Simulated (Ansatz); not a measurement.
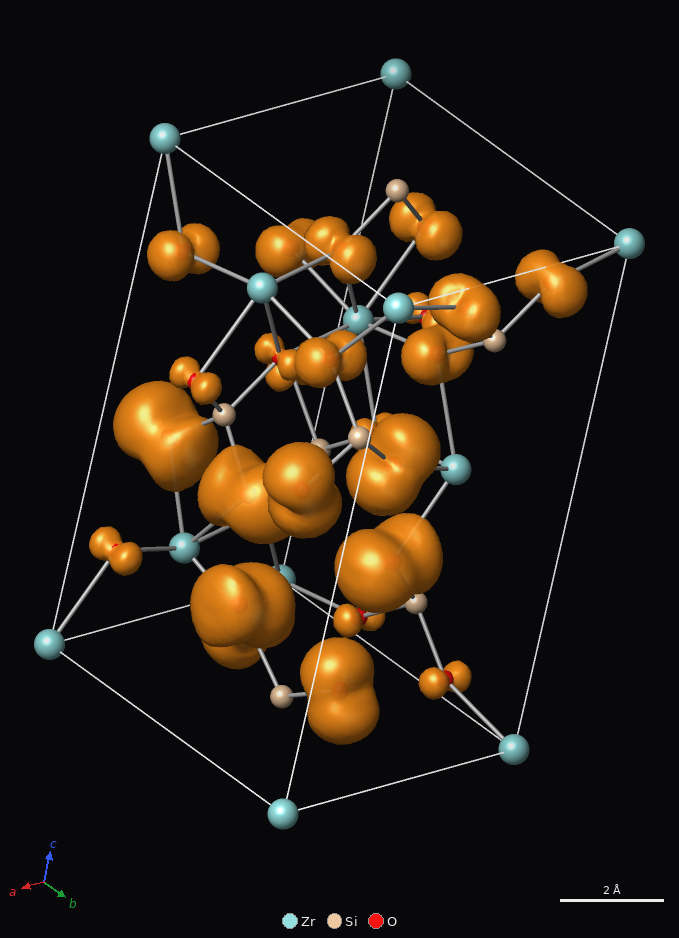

The picture shows: Zr5Si6O24 (cell with a defect). Isosurfaces of the spin density at +0.02 (orange) and −0.02 e/Å³ (purple), seen at an oblique angle. Sticks mark near contacts.

Spin-polarised.

The calculation used DFT PBEsol, scalar-relativistic, plane waves, PAW in Ansatz 0.2.0.

In a PAW calculation such maps are meaningful between the atoms, not at the nuclei.

```
Zr Si O
1.0
     0.00000   -6.61617    0.00000
     6.61617    0.00000    0.00000
    -3.30809    3.30809    8.96541
Zr Si O
5 6 24
Direct
  0.33308 0.33239 0.66662
  0.99960 0.99888 0.99957
  0.58212 0.08143 0.16461
  0.25050 0.74990 0.50162
  0.91634 0.41563 0.83310
  0.50002 0.49934 0.00045
  0.16633 0.16565 0.33311
  0.83262 0.83197 0.66575
  0.07954 0.57881 0.15942
  0.75316 0.25242 0.50679
  0.41633 0.91565 0.83311
  0.62411 0.43836 0.87867
  0.28748 0.10430 0.21044
  0.97974 0.78082 0.56350
  0.02086 0.70471 0.04195
  0.68720 0.35430 0.37469
  0.35751 0.04386 0.71559
  0.02079 0.33544 0.04192
  0.68714 0.01848 0.37465
  0.35754 0.66990 0.71562
  0.92253 0.10434 0.21041
  0.58319 0.78095 0.56362
  0.25416 0.43847 0.87864
  0.55097 0.35218 0.10268
  0.22757 0.04449 0.45576
  0.89352 0.70789 0.78755
  0.97759 0.64463 0.29149
  0.62726 0.31118 0.62426
  0.28814 0.97444 0.95064
  0.31345 0.64480 0.29159
  0.99653 0.31113 0.62427
  0.66209 0.97442 0.95058
  0.22765 0.40945 0.45581
  0.89363 0.07783 0.78757
  0.55107 0.74875 0.10264
```

**Which atoms carry the moments, and with what signs?**

The spin density sits on O: +0.4 μB (×4) in one cell of 35 atoms, with smaller moments on other sites: O (up to +0.22 μB): parallel moments (a ferromagnetic arrangement) in this solution. The cell of the calculation (35 atoms) carries 4.0 μB of net spin moment. Only one sign reaches the isovalue.
